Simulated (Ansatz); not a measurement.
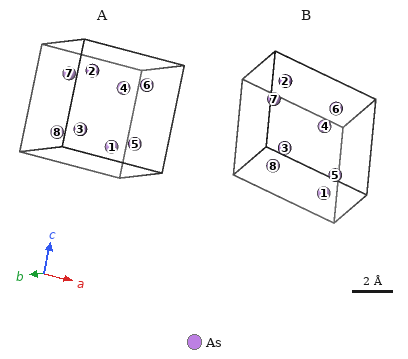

Two geometries of crystalline As (built on the O_12 type) (coarse preliminary run), drawn at one scale. One is the start of a relaxation, the other its converged end. A ball-and-stick model of the cell of the calculation, seen from a free direction.

Level of theory: DFT PBE, scalar-relativistic, plane waves, PAW in Ansatz 0.2.0. (plane-wave cutoff 420 eV; k-point mesh 4 × 4 × 4; occupations gaussian; smearing width 0.1 eV; no spin polarisation; cell and atoms relaxed; force threshold 0.04 eV/Å; at most 70 steps)

**Which of the two is the end point?**

Structure A is the relaxed one. Case: O type (C2/m, No. 12). The largest moves relative to the cell, 0.52 Å, are those of As1 and As2. As1 goes along [−1 −1 1]. The drawn cell changes as follows: a = b 6.494 → 5.646 Å (−13.1 %), c 4.939 → 5.646 Å (+14.3 %), α 111.2° → 90.4°, β 111.2° → 90.4°, γ 70.5° → 90.2°; the volume changes by +2.2 %. Some distances before and after: As1–As4 1.594 → 2.569 Å, As5–As6 1.603 → 2.569 Å, As1–As4 (another image) 3.578 → 3.077 Å, As5–As6 (another image) 3.556 → 3.076 Å. The space group stays C2/m (No. 12). After 22 accepted moves (26 points after the start) the energy has fallen by 5153 meV per atom. The largest force component goes from 42 to 0.011 eV/Å. The pressure goes from 91.43 to 0.08 GPa. The line search rejected the trial steps at points 13, 17 of the run. The SCF was repeated twice at an unchanged geometry on a basis and grid sized afresh for the cell, which shifted the energy by 20.5 meV per atom at most. The run took of the order of 4 core-minutes on a shared host.
